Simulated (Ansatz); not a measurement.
**Geometry relaxation of Y**

Y (1 atom in the cell), computed with DFT PBEsol, scalar-relativistic, plane waves, PAW, no spin polarisation (Ansatz 0.2.0).

The structure was made by swapping elements on the sites of another compound; it need not be a known phase. It belongs to a series of runs on one base structure; here: Al -> Y on all its sites, cell and atoms relaxed. Figures and captions count atoms from 1; the log counts them from 0 in places.

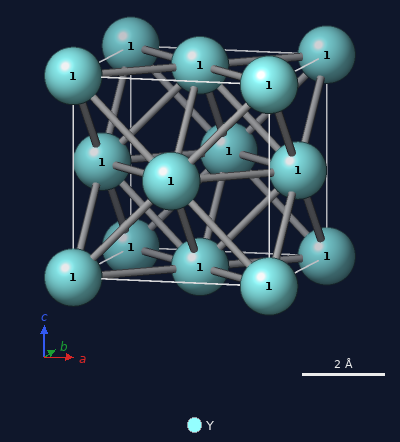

The input geometry (ball-and-stick view of the cell 4 times as large as that of the calculation, set on its symmetry axes, seen slightly off an axis; atoms are numbered from 1 in the order of the input). An atom can appear more than once, as a periodic image.

**Key numbers**

```csv
quantity,value
outcome,converged
space group (tolerance 0.01 Å),Fm-3m (225)
electrons treated,11
free energy,−3795.0571 eV
Fermi energy,10.010 eV
gap on the k-point mesh,none (metallic)
pressure,0.00 GPa
final volume,30.83 Å³
largest force (length of the vector) at the end,under 0.001 eV/Å
final cell,"a = 3.520 Å, b = 3.520 Å, c = 3.520 Å, α = 60.00°, β = 60.00°, γ = 60.00°"
hardware,"1 thread of Intel Xeon (Granite Rapids), 192 GiB of memory available, shared host"
wall time,2.2 s
peak memory,0.35 GiB
```

**Input**
```yaml
crystal:
  lattice:
    - [0.0, 2.4886819648, 2.4886819648]
    - [2.4886819648, 0.0, 2.4886819648]
    - [2.4886819648, 2.4886819648, 0.0]
  atoms:
    - { symbol: "Y", position: [0.0, 0.0, 0.0] }
basis:
  ecutwfc: 420
kpoints:
  mp_grid: { grid: [14, 14, 14] }
hamiltonian:
  xc: pbesol
scf:
  occupations: { method: gaussian, width: 0.1 }
output:
  forces: true
  stress: true
  eigenvalues: true
  write_density: true
  write_potential: true
  elf: true
  volumetric_format: npy
relax:
  adjacent_minimum: "off"
  f_tol: 0.01
  max_steps: 60
  cell: { stress_tol: 0.1 }
```

Launch command:
```bash
ansatz run input.yaml --threads 1 --pin off --max-ram 2560MiB --backend cpu --events-out ev --progress --plain --runs-dir out
```

**Output**
```
Engine: ansatz 0.2.0, x86_64-unknown-linux-gnu
Pseudopotentials: kind: paw
Pseudopotential: Y, paw, valence charge 11, recommended cutoff 420 eV (normal), Y.paw.azcp
Functional definition: PBEsol
  exchange = pbesol_x
  correlation = pbesol_c
Crystal: 1 atoms, lattice volume = 30.827 Å³
Basis set: ecut = 420 eV, 609 PW (Γ), exchange–correlation on 48×48×48 points (8 copies of the dense FFT grid, shifted against one another)
Bands: 10, of which v1, the nominal top of the filled ones, is band 6 counted from 1 (5 counted from 0)
Symmetry: 48 space group operations
Space group: Fm-3m (ITA 225), of the structure as read, at distance tolerance 3.1e-5 Å
k-points: 104 of 2744
Non-local potential: Y, projectors of the file, l = 0: 3, l = 1: 2, l = 2: 2, l = 3: 1
PAW form: soft (Blöchl's): semilocal exchange-correlation on the pseudo side does not see the compensation charge
PAW frozen core: Y, regenerated for the run's functional, and the local potential with it (the file was generated under x = pbe(κ = 0.804, μ = 0.2195149727645171), c = pbe(β = 0.06672455060314922))
PAW one-centre angular grid: Y, 590 points (default); XC on 64 Gauss nodes
Initial density: superposition of atomic densities (neutral atoms: chi_scale 0, normalization atom), corrected by the library's trained network
Initial wavefunctions: pseudopotential atomic-orbital guess
Functional: x = pbesol(κ = 0.804, μ = 0.12345679012345678), c = pbesol(β = 0.046)
SCF iter   1: F=—  HF=-3795.057239 eV  |F-HF|=—  |Δ(HF+E_count)|=         —  Δρ=2.27e-3  dr2=1.09e-3  ethr=1.77e-3  ⟨swp⟩=5.0  Hψ=5893  notcnv=0
preconditioner: auto → none  [metal: Δε(μ)=0.012 eV  Ē_g=4.604 eV  σ=0.100 eV  W_gap=0.07  n_scr=8 (ndim 8)  ℏωp=11.6 eV  f_vac=0.000  D(μ)=1.64/eV (n_scr^D=14)  sad-step TF]
SCF iter   2: F=—  HF=-3795.057160 eV  |F-HF|=—  |Δ(HF+E_count)|=   7.94e-5  Δρ=1.31e-3  dr2=4.74e-4  ethr=9.90e-6  ⟨swp⟩=2.4  Hψ=2268  notcnv=0
SCF iter   3: F=—  HF=-3795.057103 eV  |F-HF|=—  |Δ(HF+E_count)|=   5.68e-5  Δρ=3.23e-4  dr2=3.12e-5  ethr=4.31e-6  ⟨swp⟩=1.7  Hψ=1098  notcnv=0
SCF iter   4: F=—  HF=-3795.057089 eV  |F-HF|=—  |Δ(HF+E_count)|=   1.37e-5  Δρ=8.45e-5  dr2=1.21e-6  ethr=2.83e-7  ⟨swp⟩=2.2  Hψ=1577  notcnv=0
iter 5 did not close the SCF: its close was put off for the readings that it lacked (scf_convergence_deferred on its scf_iter line)
SCF iter   5: F=-3795.057089 eV  HF=-3795.057089 eV  |F-HF|=3.71e-8  |Δ(HF+E_count)|=   2.61e-7  Δρ=1.78e-5  dr2=6.46e-8  ethr=1.10e-8  ⟨swp⟩=2.0  Hψ=1581  notcnv=0
SCF iter   6: F=-3795.057089 eV  HF=-3795.057089 eV  |F-HF|=2.00e-9  |Δ(HF+E_count)|=   1.79e-8  Δρ=4.08e-6  dr2=3.41e-9  ethr=5.87e-10  ⟨swp⟩=5.3  Hψ=5172  notcnv=0
SCF 1 converged in 6 iterations: F = -3795.057089 eV  dr2 = 3.41e-9
  greatest PAW one-centre occupation: 0.993 electrons in one spin orbital (limit 2), on the Y atom at site 0 (counted from 0), in its partial waves of l = 0
relax step   1: F+E_penalty+E_count = -3795.05708882 eV  Δ(F+E_penalty+E_count) = +0.000e0 eV  max|allowed force component| = 0.000e0 eV/Å  Δτ_max = 0.0000 Å  P = -0.003 GPa  Ω = 30.827 Å³  (6 SCF iters, dr2 threshold 1.00e-7 eV, accepted)
Initial density: handed on by an earlier stage of this run
Initial wavefunctions: pseudopotential atomic-orbital guess (no wavefunctions were taken with the density)
iter 1 solved again at ethr=4.12e-8 eV; its pass at ethr=3.10e-3 eV (dr2=4.54e-6 eV) is discarded
SCF iter   1: F=—  HF=-3795.057088 eV  |F-HF|=—  |Δ(HF+E_count)|=         —  Δρ=4.01e-6  dr2=3.35e-9  ethr=4.12e-8  ⟨swp⟩=3.0  Hψ=9123  notcnv=0
preconditioner: auto → none  [metal: Δε(μ)=0.008 eV  Ē_g=4.604 eV  σ=0.100 eV  W_gap=0.04  n_scr=8 (ndim 8)  ℏωp=11.6 eV  f_vac=0.000  D(μ)=1.65/eV (n_scr^D=14)]
SCF iter   2: F=—  HF=-3795.057089 eV  |F-HF|=—  |Δ(HF+E_count)|=   6.47e-7  Δρ=1.38e-6  dr2=1.98e-10  ethr=3.05e-11  ⟨swp⟩=2.0  Hψ=1619  notcnv=0
SCF iter   3: F=-3795.057089 eV  HF=-3795.057089 eV  |F-HF|=1.27e-11  |Δ(HF+E_count)|=  5.18e-11  Δρ=3.96e-7  dr2=1.28e-11  ethr=1.00e-12  ⟨swp⟩=6.3  Hψ=4865  notcnv=0
SCF 2 converged in 3 iterations: F = -3795.057089 eV  dr2 = 1.28e-11
relax step   2: F+E_penalty+E_count = -3795.05708882 eV  Δ(F+E_penalty+E_count) = -9.868e-10 eV  max|allowed force component| = 0.000e0 eV/Å  Δτ_max = 0.0000 Å  P = -0.003 GPa  Ω = 30.827 Å³  stress off target by 3.18e-3 GPa  SCF on the basis re-selected at this cell (its energy is not comparable with the rows above)  (3 SCF iters)
basis re-selected at this cell: Δ(F+E_penalty+E_count) = -9.868e-10 eV, ΔP = +0.000 GPa vs the last step (what re-selecting the basis moved, of the pressure what is left beyond the Pulay correction that the steps carried, after the strain that the cell walked since its last selection, with what the two solves' SCF thresholds leave and, on support functions, any second-order correction that the steps lacked; it is no measure of the basis error at this ecutwfc). This SCF's stress stands 3.18e-3 GPa from its target on what of the cell is left free (relax.cell.stress_tol is 1.00e-1 GPa) and its largest allowed force component is 0.00e0 eV/Å (relax.f_tol is 1.00e-2 eV/Å): within both
SCF converged after 3 iterations
Free energy (F): -3795.057089 eV
Harris-Foulkes:  -3795.057089 eV  (|F-HF|=1.27e-11)
Internal energy: -3795.048849 eV  (E = F + TS)
E sigma→0 (E₀):  -3795.052969 eV
Entropy (-TS):   -0.008240 eV (-8.240 meV/atom)
Fermi energy:    10.009671 eV
--- Per-component energies (eV) ---
  E_band       = -113.050394
  E_kinetic    = 305.463246
  E_local      = -592.373028  (includes V_loc(G=0)·N_el)
  E_nonlocal   = 52.001361
  E_hartree    = 187.350632
  E_xc         = -171.642847
  E_vxc        = -198.086911  (∫ρ·V_xc dr)
  E_paw        = -2773.517291  (= ΣΔE_a)
  E_vpaw       = -54.756340  (= ΣTr[D̂ρ^β])
  E_aug_tail   = 0.000002  (compensation charges beyond the density's cutoff)
  E_ewald      = -802.479697
  E_core_change = 0.148773  (= ΣΔE_core)
  E_smearing   = -0.008240  (= −TS)
  E_closure    = -0.000000  (closes the sum)
  Σ components = -3795.057089   (vs F -3795.057089, Δ=0.00e0)
--- Forces (eV/Å), atoms counted from 1 ---
  atom   1  Y     -0.00000000     0.00000000     0.00000000
  max |Σ_I F_I| component: 1.41e-30 eV/Å
--- Stress (GPa, compression-positive) ---
       -0.003177      -0.000000      -0.000000
       -0.000000      -0.003177       0.000000
        0.000000       0.000000      -0.003177
  P = ⅓ Tr σ = -0.0032 GPa (-0.032 kbar)
--- Band table (eV; the first three rows and the last of 104) ---
  k-point 0: bands = ["-32.4218", "-12.1077", "-12.1077", "-12.1077", "5.1948", "11.8347", "11.8347", "11.8347", "13.9860", "13.9860"]
  k-point 1: bands = ["-32.4177", "-12.1439", "-12.1122", "-12.1122", "5.3295", "11.6811", "11.8989", "11.8989", "13.9114", "13.9114"]
  k-point 2: bands = ["-32.4061", "-12.2440", "-12.1247", "-12.1247", "5.7149", "11.3118", "12.0466", "12.0466", "13.7753", "13.7753"]
  k-point 103: bands = ["-32.3100", "-12.5991", "-12.5104", "-12.3617", "9.1043", "9.9660", "10.6249", "12.8838", "16.0222", "17.6162"]
--- Relaxed structure (1 steps of the walk, 1 accepted, 1 SCFs on fresh bases) ---
  F+E_penalty+E_count = -3795.05708882 eV   max|allowed force component| = 0.000e0 eV/Å   (the final SCF, on the basis selected at the relaxed cell)
  cell:  # Å, volume = 30.8275 Å³
    - [0.0, 2.4886819648, 2.4886819648]
    - [2.4886819648, 0.0, 2.4886819648]
    - [2.4886819648, 2.4886819648, 0.0]
  atoms:
    - { symbol: Y, position: [0.0, 0.0, 0.0] }
```

**Trajectory as extended XYZ (Å, eV, eV/Å), 2 frames, from step=1 to step=2**
```
1
Lattice="0.0000 2.4887 2.4887 2.4887 0.0000 2.4887 2.4887 2.4887 0.0000" Properties=species:S:1:pos:R:3:forces:R:3 step=1 energy=-3795.05709 pressure_GPa=-0.00
Y     0.0000    0.0000    0.0000    0.0000   0.0000   0.0000
1
Lattice="0.0000 2.4887 2.4887 2.4887 0.0000 2.4887 2.4887 2.4887 0.0000" Properties=species:S:1:pos:R:3:forces:R:3 step=2 energy=-3795.05709 pressure_GPa=-0.00
Y     0.0000    0.0000    0.0000    0.0000   0.0000   0.0000
```

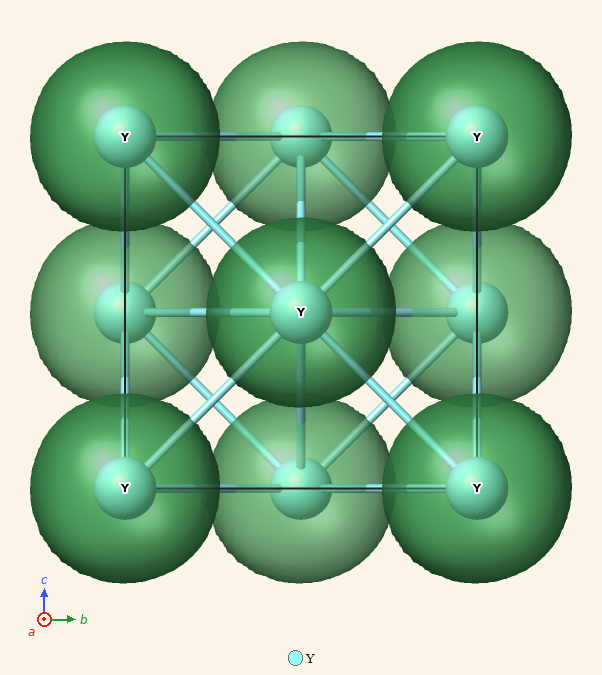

Isosurface of the valence pseudo-density at 0.15 e/Å³ (green), seen along the a axis. Sticks mark near contacts. The outline is the cell set on symmetry axes. At this value the density breaks into separate islands; it holds about 80 % of the electrons treated as valence (semicore included). It is pinched off along the Y–Y (3.52 Å) contacts. On the grid the lowest density along these lines, outside the cores, is 0.11 e/Å³ (Y–Y, 3.52 Å). Core electrons are frozen (PAW), so the fields are smoothed inside the atomic spheres.

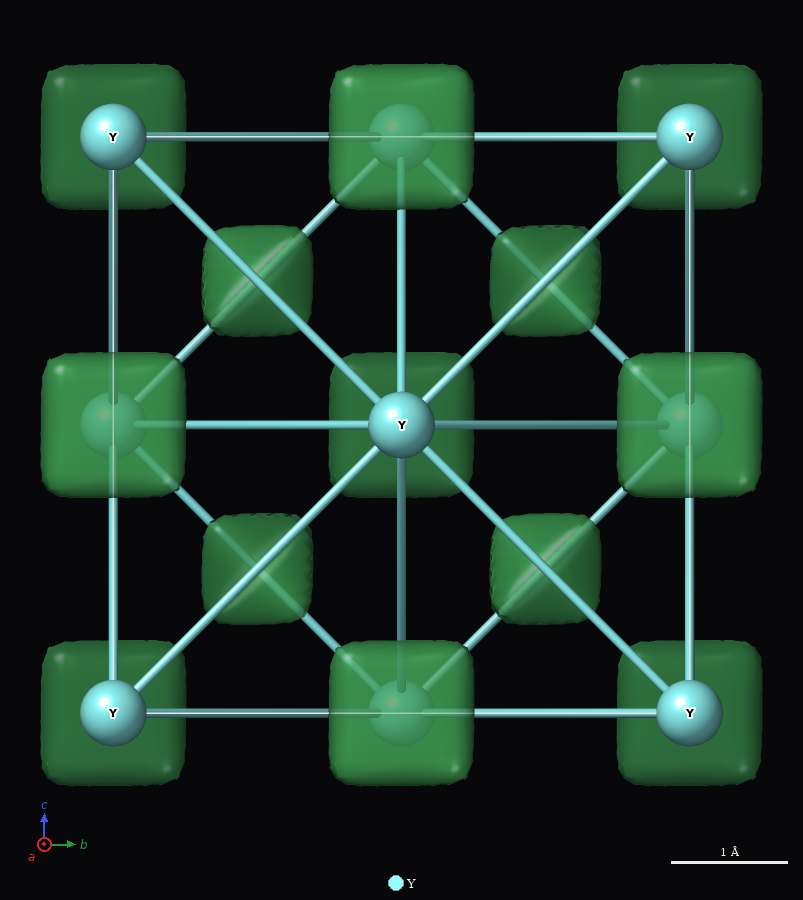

Isosurface of the ELF at 0.5 (green), seen along the a axis. Core shells and regions of very low density are left out. Sticks mark near contacts. The outline is the cell set on symmetry axes. Along the contacts the grid gives the following. Y–Y (3.52 Å): the ELF is about 0.20 at the midpoint (no shared electron pair).

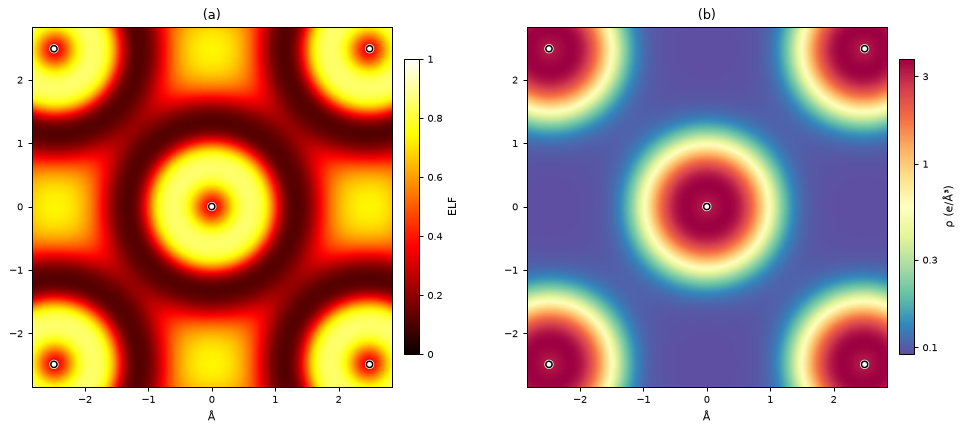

(a) ELF; (b) valence charge density (pseudo) on the (100) plane of the conventional cell. Circles mark the nuclei in the plane (Y). Atoms in the plane: Y. Y–Y (3.52 Å): ρ is about 0.11 e/Å³ halfway; the ELF is about 0.20 at the midpoint (no shared electron pair). Away from the nuclei the density in this plane falls to 0.09 e/Å³ at its lowest.  The strong features right at Y lie inside the PAW spheres (semicore, d or f shells) and say nothing about bonding.
